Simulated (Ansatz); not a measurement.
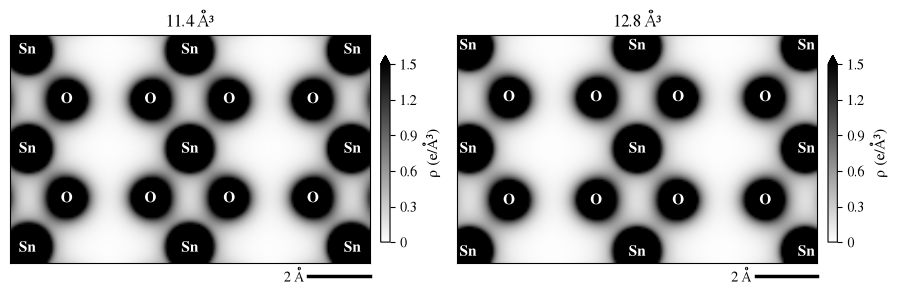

SnO₂. The valence charge density (pseudo) of cells scaled evenly to different volumes (given per atom above each panel), on the (011) plane of each (indices in the axes of the cell below), at one length scale and on one colour scale.

A point of a scan over the structure, not its minimum; a structure from a database of computed crystals, not necessarily the ambient phase; PAW files of the earlier set (soft_1).

The calculation used DFT LDA, scalar-relativistic, plane waves, PAW (Ansatz).

In a PAW calculation such maps are meaningful between the atoms, not at the nuclei.

The largest cell:

```cif
data_structure
_symmetry_space_group_name_H-M 'P 1'
_symmetry_Int_Tables_number 1
_cell_length_a 5.5239
_cell_length_b 5.5239
_cell_length_c 5.5239
_cell_angle_alpha 75.161
_cell_angle_beta 75.161
_cell_angle_gamma 75.161
_cell_volume 154.19
loop_
_atom_site_label
_atom_site_type_symbol
_atom_site_fract_x
_atom_site_fract_y
_atom_site_fract_z
_atom_site_occupancy
Sn1 Sn 0.86454 0.86454 0.86454 1
Sn2 Sn 0.36487 0.36487 0.86488 1
Sn3 Sn 0.36487 0.86488 0.36487 1
Sn4 Sn 0.86488 0.36487 0.36487 1
O1 O 0.11991 0.61961 0.61961 1
O2 O 0.61961 0.11991 0.61961 1
O3 O 0.61961 0.61961 0.11991 1
O4 O 0.60994 0.60994 0.60994 1
O5 O 0.11985 0.11985 0.11985 1
O6 O 0.10969 0.10969 0.61000 1
O7 O 0.10969 0.61000 0.10969 1
O8 O 0.61000 0.10969 0.10969 1
```

| volume (Å³/atom) | Sn–O contact in the plane (Å) | ρ at its midpoint (e/Å³) | pressure (GPa) | gap on the mesh (eV) | 
| --- | --- | --- | --- | --- |
| 11.39 | 2.068 | 0.647 | 6.3 | 1.51 | 
| 12.12 | 2.111 | ? | ? | ? | 
| 12.85 | 2.153 | 0.553 | −14.6 | 0.49 | 

**What values belong in the row with question marks?**

Over the known rows ln ρ falls by 1.85 per Å of Sn–O distance (the line through the two), which gives 0.598 e/Å³ at 2.111 Å; the calculation gives 0.596 e/Å³. For the pressure, a straight line in volume between the neighbouring rows gives −4.1 GPa; the calculation gives −6.0, lower because pressure rises ever faster on compression. For the gap on the mesh, a straight line in volume between the neighbouring rows gives 1.00 eV; the calculation gives 0.95.
